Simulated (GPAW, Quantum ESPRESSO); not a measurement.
# Core-hole calculation of the B K edge in BAs (F-43m), part 2 of 4

Aim: the B K edge of BAs (F-43m) by two routes, a Lanczos recursion (XSpectra) and a sum over empty bands (GPAW), to see which features are robust.

Quantum ESPRESSO 7.5 and GPAW 26.7.0; core-hole supercells, plane-wave PAW PBE.

So far. Step 2 (Ground state of the crystal (Quantum ESPRESSO)): The mesh shows a gap of 1.17 eV, so the hole is first treated in a charged cell, without the excited electron. Step 3 (Spectrum without a core hole, B atom 2 (Quantum …): Main maxima below 24 eV (height): 2.8 eV (1.24), 4.8 eV (1.46), 6.2 eV (1.56), 8.1 eV (1.44), 9.2 eV (1.52), 11.0 eV (1.81) and 15.4 eV (1.33). A K edge sees empty p states on the absorber.

## (6) The atom with a core hole (Quantum ESPRESSO)

Level of this step: all-electron atom with a core hole and its PAW potential, PBE, scalar-relativistic (Quantum ESPRESSO).

The final state has one core electron fewer, so a PAW data set is made for an atom with that hole.

Contents of B.pbe-n-kjpaw-1sch.ld1.in:

```
&input
   title='B', zed=5., rel=1, iswitch=3, dft='PBE',
   config='1s1 2s2 2p1'
/
&inputp
   file_pseudopw='B.pbe-n-kjpaw-1sch.UPF', author='',
   lpaw=.true.,
   pseudotype=3,
   lloc=-1,
   rcloc=1.2,
   which_augfun='PSQ',
   rmatch_augfun_nc=.true.,
   nlcc=.true.,
   new_core_ps=.true.,
   rcore=0.9,
   tm=.true.,
   zval=4,
   lgipaw_reconstruction=.true., use_paw_as_gipaw=.true.
/
4
2S  1  0  2.00  0.00  1.00  1.20  0.0
2S  1  0  0.00  3.00  1.00  1.20  0.0
2P  2  1  1.00  0.00  1.00  1.40  0.0
2P  2  1  0.00  1.50  1.00  1.40  0.0
```

The run is started by

```console
$ ld1.x < B.pbe-n-kjpaw-1sch.ld1.in > B.pbe-n-kjpaw-1sch.ld1.out
```

The log of the run:

```text
     [... banner and references ...]
PAW data will be used for GIPAW calculation
     --------------------------- All-electron run ----------------------------

     B
     scalar relativistic calculation

     atomic number is  5.00
     dft =PBE   lsd =0 sic =0 latt =0  beta=0.20 tr2=1.0E-14
     Exchange-correlation= PBE
                           (   1   4   3   4   0   0   0)
     mesh =1059 r(mesh) = 101.04461 a.u. xmin = -7.00 dx = 0.01250
     1 Ry =  13.60569312 eV, c = 137.03599908

     n l     nl                  e(Ry)          e(Ha)          e(eV)
     1 0     1S 1( 1.00)       -17.2398        -8.6199      -234.5589
     2 0     2S 1( 2.00)        -1.7450        -0.8725       -23.7422
     2 1     2P 1( 1.00)        -1.2992        -0.6496       -17.6766

     final scf error:  9.9E-15 reached in  22 iterations

     Etot =     -33.986705 Ry,     -16.993352 Ha,    -462.412672 eV

     Ekin =      33.847929 Ry,      16.923964 Ha,     460.524532 eV
     Encl =     -76.249618 Ry,     -38.124809 Ha,   -1037.428905 eV
     Eh   =      13.307689 Ry,       6.653844 Ha,     181.060327 eV
     Exc  =      -4.892704 Ry,      -2.446352 Ha,     -66.568626 eV

     normalization and overlap integrals

     s(1S/1S) =  1.000000  <r> =   0.3092  <r2> =    0.1288  r(max) =   0.2025
     s(1S/2S) = -0.000101
     s(2S/2S) =  1.000000  <r> =   1.5671  <r2> =    2.9165  r(max) =   1.2720
     s(2P/2P) =  1.000000  <r> =   1.4985  <r2> =    2.7995  r(max) =   1.1225

     ------------------------ End of All-electron run ------------------------

     --------------------- Generating PAW atomic setup --------------------

      Generating local potential from pseudized AE potential:
      Matching radius rcloc =   1.2000

[...]
(   1   4   3   4   0   0   0)
     mesh =1059 r(mesh) = 101.04461 a.u. xmin = -7.00 dx = 0.01250
     1 Ry =  13.60569312 eV, c = 137.03599908

     n l     nl                  e(Ry)          e(Ha)          e(eV)
[...]
final scf error:  9.9E-15 reached in  22 iterations

     Etot =     -33.986705 Ry,     -16.993352 Ha,    -462.412672 eV

     Ekin =      33.847929 Ry,      16.923964 Ha,     460.524532 eV
     Encl =     -76.249618 Ry,     -38.124809 Ha,   -1037.428905 eV
     Eh   =      13.307689 Ry,       6.653844 Ha,     181.060327 eV
     Exc  =      -4.892704 Ry,      -2.446352 Ha,     -66.568626 eV

     normalization and overlap integrals

     s(1S/1S) =  1.000000  <r> =   0.3092  <r2> =    0.1288  r(max) =   0.2025
     s(1S/2S) = -0.000101
     s(2S/2S) =  1.000000  <r> =   1.5671  <r2> =    2.9165  r(max) =   1.2720
     s(2P/2P) =  1.000000  <r> =   1.4985  <r2> =    2.7995  r(max) =   1.1225

     ------------------------ End of All-electron run ------------------------

     ---------------------- Testing the pseudopotential ----------------------

     B
     scalar relativistic calculation

     atomic number is  5.00   valence charge is  4.00
     dft = SLA  PW   PBX  PBC   lsd =0 sic =0 latt =0  beta=0.20 tr2=1.0E-14
     mesh =1059 r(mesh) = 101.04461 xmin = -7.00 dx = 0.01250

     n l     nl             e AE (Ry)        e PS (Ry)    De AE-PS (Ry)
     1 0     2S   1( 2.00)       -1.74502       -1.74503        0.00001
     2 1     2P   1( 1.00)       -1.29921       -1.29921        0.00001

     eps = 5.7E-15  iter =  3

     Etot =     -33.986705 Ry,     -16.993352 Ha,    -462.412672 eV
     Etotps =   -12.040305 Ry,      -6.020152 Ha,    -163.816689 eV

     Ekin =       9.819446 Ry,       4.909723 Ha,     133.600368 eV
     Encl =     -22.258225 Ry,     -11.129113 Ha,    -302.838585 eV
     Ehrt =       5.291177 Ry,       2.645588 Ha,      71.990126 eV
     Ecxc =      -4.892702 Ry,      -2.446351 Ha,     -66.568599 eV
     (Ecc =      -0.191856 Ry,      -0.095928 Ha,      -2.610328 eV)

     ---------------------- End of pseudopotential test ----------------------
```

Elapsed: 0.86 s, on 1 MPI rank of AMD EPYC 9R14 (Zen 4), shared host; peak memory 0.12 GiB.

## (7) Supercell with FCH, B atom 2 (Quantum ESPRESSO)

The holes are 6.8 Å apart. The excited electron is left out and a uniform background balances the charge.

Contents of scf.in:

```
&control
   calculation='scf', prefix='x', pseudo_dir='../pp', outdir='tmp', tprnfor=.true.
/
&system
   ibrav=0, nat=16, ntyp=3, nbnd=36
   ecutwfc=56, ecutrho=360
   occupations='fixed'
   tot_charge=1
/
&electrons
   conv_thr=1.6e-07, electron_maxstep=120
   mixing_beta=0.5
/
ATOMIC_SPECIES
As 1.0 As.pbe-n-kjpaw.UPF
B0 1.0 B.pbe-n-kjpaw-1sch.UPF
B 1.0 B.pbe-n-kjpaw.UPF
CELL_PARAMETERS angstrom
  0.00000000 4.77700000 4.77700000
  4.77700000 0.00000000 4.77700000
  4.77700000 4.77700000 0.00000000
ATOMIC_POSITIONS crystal
As   0.37500000 0.37500000 0.37500000
As   0.37500000 0.37500000 0.87500000
As   0.37500000 0.87500000 0.37500000
As   0.87500000 0.37500000 0.37500000
As   0.37500000 0.87500000 0.87500000
As   0.87500000 0.37500000 0.87500000
As   0.87500000 0.87500000 0.37500000
As   0.87500000 0.87500000 0.87500000
B0   0.00000000 0.00000000 0.00000000
B    0.00000000 0.00000000 0.50000000
B    0.00000000 0.50000000 0.00000000
B    0.50000000 0.00000000 0.00000000
B    0.00000000 0.50000000 0.50000000
B    0.50000000 0.00000000 0.50000000
B    0.50000000 0.50000000 0.00000000
B    0.50000000 0.50000000 0.50000000
K_POINTS automatic
3 3 3 0 0 0
```

The run is started by

```console
$ OMP_NUM_THREADS=1 mpirun --oversubscribe --bind-to none -np 4 pw.x -nk 4 -in scf.in > scf.out
```

The log of the run:

```text
     [... banner and references ...]
[banner, memory and clock lines left out]
using ibrav=0 with symmetry is DISCOURAGED, use correct ibrav instead

     G-vector sticks info

     bravais-lattice index     =            0
     lattice parameter (alat)  =      12.7664  a.u.
     unit-cell volume          =    1471.2698 (a.u.)^3
     number of atoms/cell      =           16
     number of atomic types    =            3
     number of electrons       =        64.00
     number of Kohn-Sham states=           36
     kinetic-energy cutoff     =      56.0000  Ry
     charge density cutoff     =     360.0000  Ry
     scf convergence threshold =      1.6E-07
     mixing beta               =       0.5000
     number of iterations used =            8  plain     mixing
     Exchange-correlation= SLA  PW   PBX  PBC
                           (   1   4   3   4   0   0   0)

     celldm(1)=  12.766419  celldm(2)=   0.000000  celldm(3)=   0.000000
     celldm(4)=   0.000000  celldm(5)=   0.000000  celldm(6)=   0.000000

     crystal axes: (cart. coord. in units of alat)
               a(1) = (   0.000000   0.707107   0.707107 )
               a(2) = (   0.707107   0.000000   0.707107 )
               a(3) = (   0.707107   0.707107   0.000000 )

     reciprocal axes: (cart. coord. in units 2 pi/alat)
               b(1) = ( -0.707107  0.707107  0.707107 )
               b(2) = (  0.707107 -0.707107  0.707107 )
               b(3) = (  0.707107  0.707107 -0.707107 )

     PseudoPot. #1 for As:     Pseudo is Projector augmented-wave + core cor, Zval =  5.0

     ../pp/B.pbe-n-kjpaw-1sch.UPF
     Pseudo is Projector augmented-wave + core cor, Zval =  4.0
     Shape of augmentation charge: PSQ
[...]
total energy              =   -1502.29706454 Ry
     estimated scf accuracy    <       0.00000022 Ry

     iteration # 12     ecut=    56.00 Ry     beta= 0.50
     Davidson diagonalization with overlap
     ethr =  3.38E-10,  avg # of iterations =  3.5

     negative rho (up, down):  5.128E-03 0.000E+00

     End of self-consistent calculation

          k = 0.0000 0.0000 0.0000 ( 10417 PWs)   bands (ev):

    -6.9019  -4.2069  -3.9459  -3.9459  -3.9459  -2.5344  -2.5344  -2.5344
    -1.3274  -0.1313  -0.1313  -0.1313   0.2148   0.2148   0.3547   4.0413
     4.0413   4.0413   4.6603   4.6603   4.6603   6.3376   6.3376   6.3376
     6.9173   6.9173   6.9269   6.9269   6.9269   8.5759   8.5759   8.5759
     9.0883  10.0525  10.0525  10.0526

     [... bands of 3 further k-points ...]

     highest occupied, lowest unoccupied level (ev):     8.5759    9.0883

!    total energy              =   -1502.29706458 Ry
     total all-electron energy =    -36559.657770 Ry
     estimated scf accuracy    <       0.00000014 Ry

     The total energy is the sum of the following terms:
     one-electron contribution =      53.29997439 Ry
     hartree contribution      =      11.21261859 Ry
     xc contribution           =    -115.61362439 Ry
     ewald contribution        =    -163.65700652 Ry
     one-center paw contrib.   =   -1287.53902665 Ry

     convergence has been achieved in  12 iterations

     negative rho (up, down):  5.128E-03 0.000E+00

     Forces acting on atoms (cartesian axes, Ry/au):

     atom    1 type  1   force =     0.00470918    0.00470918    0.00470918
     atom    2 type  1   force =    -0.00470918   -0.00470918    0.00470918
     atom    3 type  1   force =    -0.00470918    0.00470918   -0.00470918
[...]
atom   15 type  3   force =     0.00000000   -0.00000000   -0.02260307
     atom   16 type  3   force =    -0.00000000    0.00000000    0.00000000

     Total force =     0.059043     Total SCF correction =     0.000546

     XML data file, charge density, pseudopotentials, collected wavefunctions
```

The job ended after 14 s (4 MPI ranks; peak memory 0.23 GiB; 55 s of CPU time).

Energy with the hole: -497419.484 eV, cores included.

## (8) Spectrum with FCH, B atom 2 (Quantum ESPRESSO)

The Lanczos recursion gives the spectrum without computing empty bands; each polarisation needs a run of its own on the full k mesh. xe0 is set between filled and empty states, and states below it are cut. The file of filecore holds the core orbital, taken from the hole-free data set.

Contents of xspectra.in:

```
&input_xspectra
   calculation='xanes_dipole', edge='K'
   prefix='x', outdir='tmp', xiabs=2, xe0=8.8321
   xonly_plot=.false., x_save_file='xanes.sav'
   xniter=3000, xcheck_conv=20, xerror=0.005
   xcoordcrys=.false., xepsilon(1)=1, xepsilon(2)=0, xepsilon(3)=0
/
&plot
   xnepoint=413, xemin=-10, xemax=45, terminator=.true., cut_occ_states=.true.
   xgamma=0.4
/
&pseudos
   filecore='../B.wfc'
/
&cut_occ
   cut_desmooth=0.1, cut_stepl=0.05, cut_stepu=0.05, cut_ierror=1e-5
/
4 4 4 0 0 0
```

The run is started by

```console
$ OMP_NUM_THREADS=1 mpirun --oversubscribe --bind-to none -np 4 xspectra.x -nk 4 -in xspectra.in > xspectra.out
```

The log of the run:

```text
     [... banner and references ...]
Reading input_file

     calculation: xanes_dipole

     xepsilon  [cartesian coordinates]:   1.000000   0.000000   0.000000

     xonly_plot: FALSE
        => complete calculation: Lanczos + spectrum plot

     filecore (core-wavefunction file): ../B.wfc

     main plot parameters:
        cut_occ_states: TRUE
        gamma_mode:  constant
        -> using xgamma [eV]:  0.40
        xemin [eV]: -10.00
        xemax [eV]:  45.00
        xnepoint:  413
        xe0 [eV]:   8.832100 (energy zero read in input file)

     WARNING: variable ef_r is obsolete

                      Reading SCF save directory: x.save

     tmp/x.save/

     Exchange-correlation= PBE
                           (   1   4   3   4   0   0   0)

     G-vector sticks info

     negative rho (up, down):  5.128E-03 0.000E+00

                           Getting the Fermi energy

     From SCF save directory:
        ehomo [eV]:    8.5759 (highest occupied level)
        elumo [eV]:    9.0883 (lowest occupied level)
        ef    [eV]:    8.5759

     -> ef (in eV) will be written in x_save_file

                           Energy zero of the spectrum

     -> ef will NOT be used as energy zero of the spectrum
       (because xe0 read in input file)

     G-vector sticks info

     bravais-lattice index     =            0
     lattice parameter (alat)  =      12.7664  a.u.
     unit-cell volume          =    1471.2698 (a.u.)^3
     number of atoms/cell      =           16
     number of atomic types    =            3
     number of electrons       =        64.00
     number of Kohn-Sham states=           36
     kinetic-energy cutoff     =      56.0000  Ry
     charge density cutoff     =     360.0000  Ry
     Exchange-correlation= PBE
                           (   1   4   3   4   0   0   0)

     celldm(1)=  12.766419  celldm(2)=   0.000000  celldm(3)=   0.000000
     celldm(4)=   0.000000  celldm(5)=   0.000000  celldm(6)=   0.000000

     crystal axes: (cart. coord. in units of alat)
               a(1) = (   0.000000   0.707107   0.707107 )
               a(2) = (   0.707107   0.000000   0.707107 )
               a(3) = (   0.707107   0.707107   0.000000 )

     reciprocal axes: (cart. coord. in units 2 pi/alat)
               b(1) = ( -0.707107  0.707107  0.707107 )
               b(2) = (  0.707107 -0.707107  0.707107 )
               b(3) = (  0.707107  0.707107 -0.707107 )

     PseudoPot. #1 for As:     Pseudo is Projector augmented-wave + core cor, Zval =  5.0

     ../pp/B.pbe-n-kjpaw-1sch.UPF
     Pseudo is Projector augmented-wave + core cor, Zval =  4.0
     Shape of augmentation charge: PSQ
     Using radial grid of 1059 points,  4 beta functions with:
                l(1) =   0
                l(2) =   0
                l(3) =   1
                l(4) =   1
     Q(r) pseudized with 0 coefficients

     ../pp/B.pbe-n-kjpaw.UPF
     Pseudo is Projector augmented-wave + core cor, Zval =  3.0
     Shape of augmentation charge: PSQ
     Using radial grid of 1059 points,  4 beta functions with:
                l(1) =   0
                l(2) =   0
                l(3) =   1
                l(4) =   1
     Q(r) pseudized with 0 coefficients

     atomic species   valence    mass     pseudopotential
     As                5.00     1.00000     As( 1.00)
     B0                4.00     1.00000     B ( 1.00)
     B                 3.00     1.00000     B ( 1.00)

     24 Sym. Ops. (no inversion) found

   Cartesian axes

     site n.     atom                  positions (alat units)
         1        As     tau(   1) = (   0.5303301   0.5303301   0.5303301  )
         2        As     tau(   2) = (   0.8838835   0.8838835   0.5303301  )
         3        As     tau(   3) = (   0.8838835   0.5303301   0.8838835  )
         4        As     tau(   4) = (   0.5303301   0.8838835   0.8838835  )
         5        As     tau(   5) = (   1.2374369   0.8838835   0.8838835  )
         6        As     tau(   6) = (   0.8838835   1.2374369   0.8838835  )
[...]
k(    3) = (   0.3535534   0.3535534  -0.3535534), wk =   0.0312500
        k(    4) = (   0.5303301   0.5303301  -0.5303301), wk =   0.0312500
        k(    5) = (   0.1767767  -0.1767767   0.1767767), wk =   0.0312500
[...]
k(   62) = (   0.1767767   0.1767767   0.8838835), wk =   0.0312500
        k(   63) = (   0.3535534   0.3535534   0.7071068), wk =   0.0312500
        k(   64) = (   0.5303301   0.5303301   0.5303301), wk =   0.0312500

     Dense  grid:   169767 G-vectors     FFT dimensions: (  80,  80,  80)

     Smooth grid:    83323 G-vectors     FFT dimensions: (  64,  64,  64)

     The potential is recalculated from file :
     tmp/x.save/charge-density

     negative rho (up, down):  5.128E-03 0.000E+00
     Starting wfcs are   64 atomic wfcs
     Checking if some PAW data can be deallocated...

               Reading core wavefunction file for the absorbing atom

     ../B.wfc successfully read

                              Attributing the PAW radii
                     for the absorbing atom [units: Bohr radius]

        PAW proj 1: r_paw(l= 0)= 1.80  (1.5*r_cut)
        PAW proj 2: r_paw(l= 0)= 1.80  (1.5*r_cut)
        PAW proj 3: r_paw(l= 1)= 2.10  (1.5*r_cut)
        PAW proj 4: r_paw(l= 1)= 2.10  (1.5*r_cut)

        NB: The calculation will not necessary use all these r_paw values.
            - For a edge in the electric-dipole approximation,
              only the r_paw(l=1) values are used.
            - For a K edge in the electric-quadrupole approximation,
              only the r_paw(l=2) values are used.

            - For a L2 or L3 edge in the electric-quadrupole approximation,

              all projectors (s, p and d) are used.

                          Starting XANES calculation
                     in the electric dipole approximation

     Method of calculation based on the Lanczos recursion algorithm
        - STEP 1: Construction of a kpoint-dependent Lanczos basis,
          in which the Hamiltonian is tridiagonal (each 'iter'
          corresponds to the calculation of one more Lanczos vector)
        - STEP 2: Calculation of the cross-section as a continued fraction
          averaged over the k-points.

     ... Begin STEP 1 ...

        Radial transition matrix element(s) used in the calculation of the
        initial vector of the Lanczos basis (|tilde{phi}_abs> normalized)
        | For PAW proj. (l=1) #1: radial matrix element =   0.293845546
        | For PAW proj. (l=1) #2: radial matrix element =   0.367512525

NB: the    16 k-point are not all listed below because npool=  4
        |-------------------------------------------------------------
        ! k-point #     1:  ( 0.0000,  0.0000,  0.0000),  0.0312,   1
        |-------------------------------------------------------------
 okvan= T
        |   Norm of the initial Lanczos vector: 0.20704825E+00
        |   Estimated error at iter     20:   1.00500714
        |   Estimated error at iter     40:   0.46386456
        |   Estimated error at iter     60:   0.27369200
        |   Estimated error at iter     80:   0.23738209
        |   Estimated error at iter    100:   0.23666942
[...]
!   => CONVERGED at iter    200 with error=  0.00471442
        |-------------------------------------------------------------
        ! k-point #     2:  ( 0.1768,  0.1768, -0.1768),  0.0312,   1
        |-------------------------------------------------------------
 okvan= T
        |   Norm of the initial Lanczos vector: 0.20704895E+00
[...]
!   => CONVERGED at iter    440 with error=  0.00258177
        |-------------------------------------------------------------
     [... 13 further k-points ...]
        ! k-point #    16:  ( 1.0607, -0.0000,  0.0000),  0.0312,   1
        |-------------------------------------------------------------
 okvan= T
        |   Norm of the initial Lanczos vector: 0.20704910E+00
[...]
|   Estimated error at iter    300:   0.00576355
        |   Estimated error at iter    320:   0.01451387
        |   Estimated error at iter    340:   0.00558183
        !   => CONVERGED at iter    360 with error=  0.00304886

     Results of STEP 1 successfully written in x_save_file
     x_save_file name:
     ->  xanes.sav
     x_save_file version:  2

     ... End STEP 1 ...

     ... Begin STEP 2 ...

     The spectrum is calculated using the following parameters:
        xe0 [eV]:    8.8321
        the occupied states are elimintate from the spectrum
        xemin [eV]: -10.00
        xemax [eV]:  45.00
        xnepoint:  413
        constant broadening parameter [eV]:    0.400
        Core level energy [eV]:  -188.0
         (from electron binding energy of neutral atoms in X-ray data booklet)

     Cross-section successfully written in xanes.dat

     ... End STEP 2 ...

                                END JOB XSpectra
```

Wall time 53 s (4 MPI ranks); peak memory 0.17 GiB; 3.5 min of CPU time.

The B K spectrum, B atom 2, full core hole (charged cell) (energy from the lowest empty level; intensity scaled to a mean of 1 over the first 20 eV; the points at xe0, where the cut of filled states can leave a spike, are interpolated):

```
E (eV)  intensity
  -2.0       0.08
  -0.5       0.24
   1.0       1.62
   2.5       1.67
   4.0       2.38
   5.5       1.11
   7.0       1.09
   8.5       1.06
  10.0       1.01
  11.5       0.94
  13.0       0.47
  14.5       0.94
  16.0       0.54
  17.5       0.31
  19.0       0.51
  20.5       0.49
  22.0       0.86
  23.5       0.74
  25.0       0.58
  26.5       0.73
  28.0       0.75
  29.5       0.51
  31.0       0.70
```

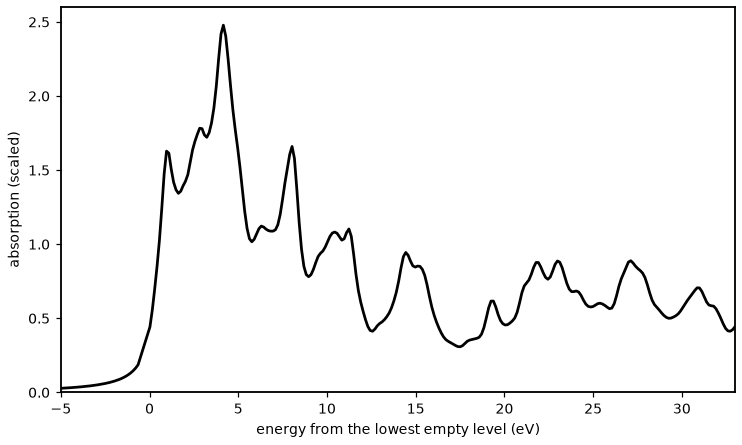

The B K edge, B atom 2, full core hole (charged cell): main maxima at 2.8, 4.2 and 8.0 eV.

Main maxima below 24 eV (height): 1.0 eV (1.63), 2.8 eV (1.78), 4.2 eV (2.48), 8.0 eV (1.66), 10.4 eV (1.08) and 11.2 eV (1.10). 

The hole costs E(hole) − E(ground) = 185.14 eV, and the lowest empty level of the hole cell lies at 9.09 eV, which puts the zero at 194.23 eV. One term is added: -5.59 eV, since the hole is spin-paired here and a spin-polarised one costs that much less in the free atom (computed apart). The photon energy is then 188.64 eV. The functional and the charged cell's background leave an error of a few eV in such absolute values.

(Continued in part 3 of 4.)

[Banner, clock and machine lines of the logs are left out without a mark of their own.]

[Logs are printed without paths, hosts, clocks, repeated set-up lines and the standing remarks that a program may print on its own settings, such as how far it seeks lower states.]

[Hosts, paths, dates, database ids (printed as entryN), source tags and the programs' standing remarks are cut or masked in the printed files.]

[Lists of maxima count a maximum above −3 eV only where it reaches 4 % of the highest in the window and stands out from its surroundings by 2 % of it (1.5 % where it reaches 55 %); shoulders and weaker maxima are passed over, and of the rest the first, up to two pre-edge ones and the few strongest are named.]
